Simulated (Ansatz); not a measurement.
# TaN: single-point calculation (part 3 of 3)

The same run, continued: TaN (4 atoms in the cell); DFT r2SCAN+U, scalar-relativistic, plane waves, PAW, Ueff = 4 eV on Ta atom 1 d; Ueff = 4 eV on Ta atom 2 d, spin-polarised (Ansatz 0.2.0); cutoff 500 eV, 7×7×4 k-mesh, Gaussian smearing of 0.05 eV, collinear spins. The structure derives from an entry of the Crystallography Open Database. It belongs to a series of runs on one base structure; here: random orbitals: random, high filling.

Geometry of the input (Å; fractional positions):
```
3.0480  0.0000  0.0000
-1.5240  2.6396  0.0000
0.0000  0.0000  4.9180
Ta 0.0000  0.0000  0.0000
Ta 0.0000  0.0000  0.5000
N  0.3333  0.6667  0.2500
N  0.6667  0.3333  0.7500
```

## What the program printed, continued
```
WARN: hamiltonian.hubbard: on 4 of 4 specified blocks the occupation matrix of this SCF's result fails the test of the specified filling. At site 0 ↑ (sites count from 0 in the list of atoms of the cell that this SCF solves) the least filled combination of the orbitals specified full has occupation 0.347, and the fullest combination of the orbitals specified empty has occupation 0.501; the filling counts as kept where the first is at least 0.75 and exceeds the second by more than 0.25. The same holds at site 0 ↓, site 1 ↑, site 1 ↓. The state of this SCF's result may not hold the specified filling, though these bounds can also misjudge a state that does. This warning does not say which state is lower in energy, or whether the specified filling is a self-consistent state at all; see hamiltonian.hubbard.sites[].starting_ns, Limitations, and scf.initial_density.shell_occupations in the input reference
SCF 1 converged in 50 iterations: F = -20650.781914 eV  dr2 = 4.87e-9
  greatest PAW one-centre occupation: 0.998 electrons in one spin orbital (limit 2), on the Ta atom at site 1 (counted from 0), in its partial waves of l = 0
this state was not tested for a lower state beside it, because the mixer in use, unlike msr1, does not test its closes by its own steps (another_mixer; see scf.mixing.algorithm and scf.lower_state_search)
SCF converged after 50 iterations
Magnetization: -0.1994 μB (17.9003 up, 18.0997 down)
Absolute magnetization: 1.0435 μB (∫|ρ↑−ρ↓|, with the PAW one-centre terms)
Spin contamination: 0.4451 ħ² per cell (⟨S²⟩ above its minimum at these occupations)
Per-site moments (μB) at R_I (Å): [(0.18313528872781443, 0.8855253724830552), (-0.2639590602068622, 0.8855253724830552), (-0.014198817336724798, 0.8855253724830552), (-0.014198817336724739, 0.8855253724830552)]
Free energy (F): -20650.781914 eV
Harris-Foulkes:  -20650.781914 eV  (|F-HF|=1.71e-8)
Internal energy: -20650.781151 eV  (E = F + TS)
E sigma→0 (E₀):  -20650.781532 eV
Entropy (-TS):   -0.000763 eV (-0.191 meV/atom)
Fermi energy:    23.282760 eV
--- Per-component energies (eV) ---
  E_band       = -60.914665
  E_kinetic    = 1027.736138
  E_local      = -1155.162148  (includes V_loc(G=0)·N_el)
  E_nonlocal   = 124.658624
  E_hartree    = 409.106719
  E_xc         = -537.432399
  E_vxc        = -625.505476  (∫ρ·V_xc dr)
  E_hubbard    = 8.790175  (on-site DFT+U / exact-exchange correction)
  E_vhub       = 2.440628  (the Hubbard potential's part of the band-sum identity)
  E_paw        = -17108.281654  (= ΣΔE_a)
  E_vpaw       = -285.556944  (= ΣTr[D̂ρ^β])
  E_aug_tail   = 0.000237  (compensation charges beyond the density's cutoff)
  E_vtau       = 32.261581  (kinetic-family band-sum trace: ∫τ·v_τ [+ j·A + Jᵃ·Aᵃ] dr)
  E_ewald      = -3418.625152
  E_core_change = -1.571690  (= ΣΔE_core)
  E_smearing   = -0.000763  (= −TS)
  E_closure    = 0.000000  (closes the sum)
  Σ components = -20650.781914   (vs F -20650.781914, Δ=0.00e0)
--- Specified on-site occupations, and those of the state reported ---
  electrons in the specified blocks: 4.2000 specified, 7.5699 found
  site 0 (l=d) ↑: largest change of an orbital's occupation 0.6295; electrons 2.0000 specified, 2.1023 found; spectral distance 0.8808
  site 0 (l=d) ↓: largest change of an orbital's occupation 0.5330; electrons 0.1000 specified, 1.6794 found; spectral distance 0.7499
  site 1 (l=d) ↓: largest change of an orbital's occupation 0.5164; electrons 2.0000 specified, 2.1877 found; spectral distance 0.8263
  site 1 (l=d) ↑: largest change of an orbital's occupation 0.5122; electrons 0.1000 specified, 1.6004 found; spectral distance 0.7168
--- Forces (eV/Å), atoms counted from 1 ---
  atom   1  Ta     0.00000000     0.00000000     0.00000000
  atom   2  Ta     0.00000000     0.00000000     0.00000000
  atom   3  N      0.06127959     0.03528803    -0.23959576
  atom   4  N     -0.06127959    -0.03528803     0.23959576
  max |Σ_I F_I| component: 0.00e0 eV/Å
--- Stress (GPa, compression-positive) ---
       35.763634      -1.057106      -0.016657
       -1.057097      36.982276      -0.009697
       -0.016642      -0.009695     116.730454
  P = ⅓ Tr σ = 63.1588 GPa (631.588 kbar)
--- Band table (eV; the first three rows and the last of 198) ---
  k-point 0 ↑: bands = ["-47.9748", "-47.5530", "-15.5629", "-13.7922", "-13.7852", "-13.2557", "-13.1721", "-12.3925", "3.0917", "6.4733", "12.5323", "15.1961", "15.2017", "17.3326", "19.2632", "19.2747", "19.2964", "21.3665", "21.4777", "23.2945", "23.4445", "26.3196", "27.8190", "28.9037"]
  k-point 1 ↑: bands = ["-47.9419", "-47.5853", "-15.1666", "-13.7629", "-13.7499", "-13.2936", "-13.2105", "-12.9260", "3.5302", "5.8274", "13.4328", "15.5908", "15.5964", "17.1034", "18.2347", "18.2390", "19.7921", "21.9009", "22.0063", "24.2282", "24.4003", "26.7404", "27.3359", "27.8618"]
  k-point 2 ↑: bands = ["-47.9016", "-47.6250", "-14.2479", "-14.0002", "-13.7285", "-13.7075", "-13.3386", "-13.2307", "4.5689", "4.6236", "15.2479", "15.4413", "16.6370", "16.6491", "16.7476", "16.7497", "22.6129", "22.8123", "22.8735", "22.9531", "24.3972", "24.7095", "28.3558", "28.3571"]
  k-point 98 ↓: bands = ["-47.8794", "-47.6152", "-14.9929", "-14.4578", "-14.0031", "-13.9704", "-13.5871", "-12.8698", "5.0564", "5.6048", "13.6351", "14.9145", "15.3494", "16.3221", "16.7251", "17.7799", "20.0014", "22.1220", "24.4837", "25.2633", "26.2989", "27.8671", "28.2000", "28.8390"]
Occupation matrices written to [file]
--- Löwdin populations: 4 sites ---
  site symbol       q [e]    m [muB]
     0     Ta     12.1480     0.4246
     1     Ta     12.1534    -0.5925
     2      N      5.7769    -0.0138
     3      N      5.7769    -0.0138
  spilling = 0.004024 (of n_electrons = 36.000000)
--- Occupation matrices: 2 shells (run DFT+U table (all-electron-ortho-atomic); ε = 1.19e-2) ---
  Ta0 d_5D: site group D3d (-3m)
  Ta0 d_5D up     Tr n = 2.1023  λ = 0.299 0.299 0.474 0.505 0.525  [2× xz 0.26 Eg(1.00) | x2-y2 0.38 Eg(1.00) | xy 0.36 Eg(0.92) | z2 0.92 A1g(0.92)]
  Ta0 d_5D dn     Tr n = 1.6794  λ = 0.230 0.274 0.312 0.312 0.553  [xy 0.49 Eg(1.00) | x2-y2 0.58 Eg(1.00) | 2× yz 0.37 Eg(1.00) | z2 1.00 A1g(1.00)]
  specified occupation → Ta0 d_5D up: matrix, ‖Δ‖_F = 1.0757, Tr Δ = -0.1023, displaced = 1.1757, d_λ = 0.8808; orbital distance = 1.4888
  specified occupation → Ta0 d_5D dn: matrix, ‖Δ‖_F = 0.7499, Tr Δ = -1.5794, displaced = 0.7897, d_λ = 0.7499; orbital distance = 0.0000
  Ta1 d_5D: site group D3d (-3m)
  Ta1 d_5D up     Tr n = 1.6004  λ = 0.212 0.239 0.309 0.309 0.532  [xy 0.51 Eg(1.00) | x2-y2 0.52 Eg(1.00) | 2× yz 0.35 Eg(1.00) | z2 1.00 A1g(1.00)]
  Ta1 d_5D dn     Tr n = 2.1877  λ = 0.296 0.302 0.457 0.501 0.631  [2× xz 0.27 Eg(1.00) | yz 0.42 Eg(1.00) | z2 0.97 A1g(0.97) | xy 0.41 Eg(0.97)]
  specified occupation → Ta1 d_5D up: matrix, ‖Δ‖_F = 0.7168, Tr Δ = -1.5004, displaced = 0.7502, d_λ = 0.7168; orbital distance = 0.0000
  specified occupation → Ta1 d_5D dn: matrix, ‖Δ‖_F = 0.9751, Tr Δ = -0.1877, displaced = 1.0770, d_λ = 0.8263; orbital distance = 1.1016
  Tr n, λ and their labels are of the run-group-symmetrised matrices; stabiliser: 4 of 48 elements of G0×{1,Θ} (closed), max defect 1.7e-4 at τ = 2.5e-3
```

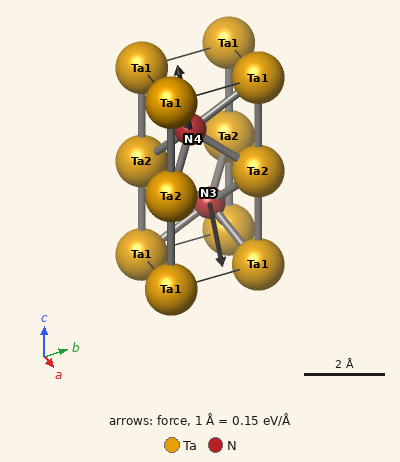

Figure 1. Forces on the atoms as black arrows (ball-and-stick view of the cell of the calculation, seen slightly off an axis; atoms are numbered from 1 in the order of the input). The largest act on N3, N4 (0.25 eV/Å). The geometry is not a stationary point of this energy.

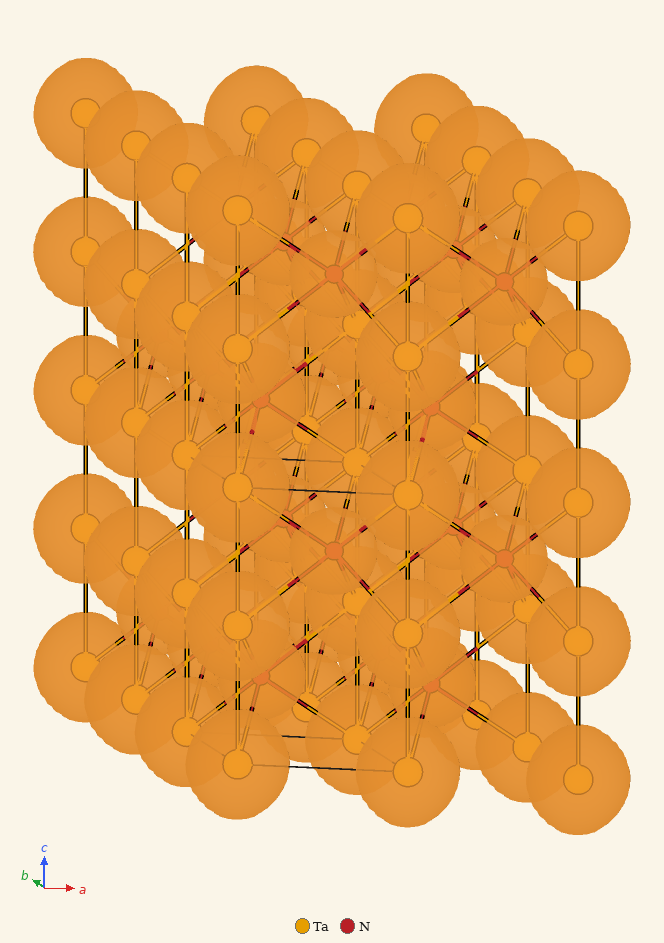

Figure 2. Isosurface of the valence pseudo-density at 1 e/Å³ (orange), seen slightly off an axis. Sticks mark near contacts. The outline is the cell set on symmetry axes. At this value the density breaks into separate islands; it holds about 65 % of the electrons treated as valence (semicore included). It is pinched off along the Ta–N (2.15 Å) and Ta–Ta (2.46 Å) contacts. On the grid the lowest density along these lines, outside the cores, is 0.61 e/Å³ (Ta–N, 2.15 Å) and 0.63 e/Å³ (Ta–Ta, 2.46 Å). In a PAW calculation such maps are meaningful between the atoms, not at the nuclei.

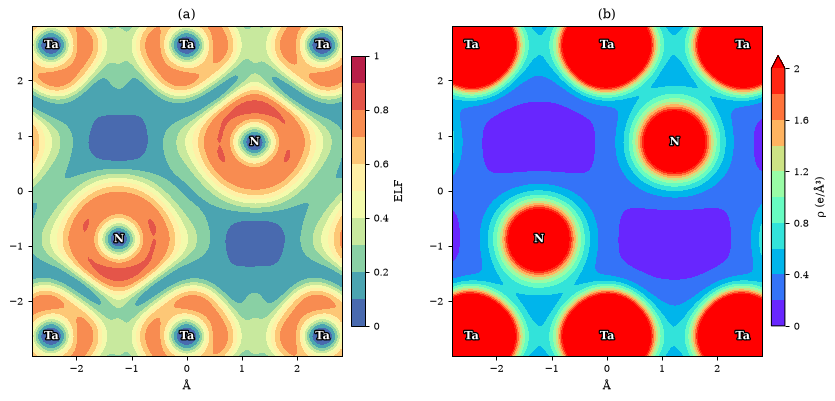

Figure 3. (a) ELF; (b) valence pseudo-density on the (110) plane of the conventional cell. The section cuts through Ta and N sites. Ta–N (2.15 Å): ρ is about 0.61 e/Å³ halfway; the ELF is about 0.15 at the midpoint; no shared pair; the contact is polar. Ta–Ta (2.46 Å): ρ at the midpoint is about 0.63 e/Å³; the ELF is about 0.35 at the midpoint; no localised pair between them. Away from the nuclei the density in this plane falls to 0.09 e/Å³ at its lowest. The strong features right at Ta lie inside the PAW spheres (semicore, d or f shells) and say nothing about bonding.
